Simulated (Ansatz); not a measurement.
Read the following structure.

```cif
data_structure
_symmetry_space_group_name_H-M 'P 1'
_symmetry_Int_Tables_number 1
_cell_length_a 2.5305
_cell_length_b 2.5305
_cell_length_c 23.1299
_cell_angle_alpha 90.000
_cell_angle_beta 90.000
_cell_angle_gamma 120.000
_cell_volume 128.27
loop_
_atom_site_label
_atom_site_type_symbol
_atom_site_fract_x
_atom_site_fract_y
_atom_site_fract_z
_atom_site_occupancy
Cu1 Cu 0.33333 0.66667 0.39062 1
Cu2 Cu 0.66667 0.33333 0.48040 1
Cu3 Cu 0.33333 0.66667 0.57277 1
H1 H 0.00000 0.00000 0.60938 1
```

### Give a crystallographic description of this input.

The formula is Cu3H. Cell content: 3 Cu, 1 H, that is 1 formula unit. Each H atom is coordinated by three Cu in a trigonal pyramidal arrangement at 1.69 Å. Cu takes three kinds of site: 1b with nine Cu at 2.53 to 2.54 Å; 1c with twelve Cu in an anticuboctahedral arrangement at 2.53 to 2.59 Å; 1b with nine Cu and three H (2.53 to 2.59 Å to Cu, 1.69 Å to H). The bonds build Cu3H layers parallel to (001).

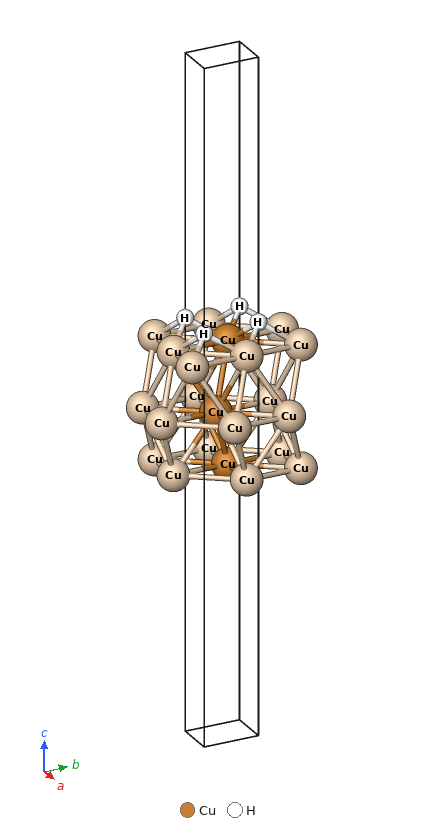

View slightly off an axis, drawn as a ball-and-stick model. Lines trace the edges of the simulation cell. Bonds that leave the box are completed with the atoms at their other ends, in fainter colours.

The cell started as a structure listed in the Materials Project, from which a slab was cut and an adsorbate added. The atoms were relaxed in a fixed cell with DFT r2SCAN, scalar-relativistic, plane waves, PAW in Ansatz, but for one held in place.
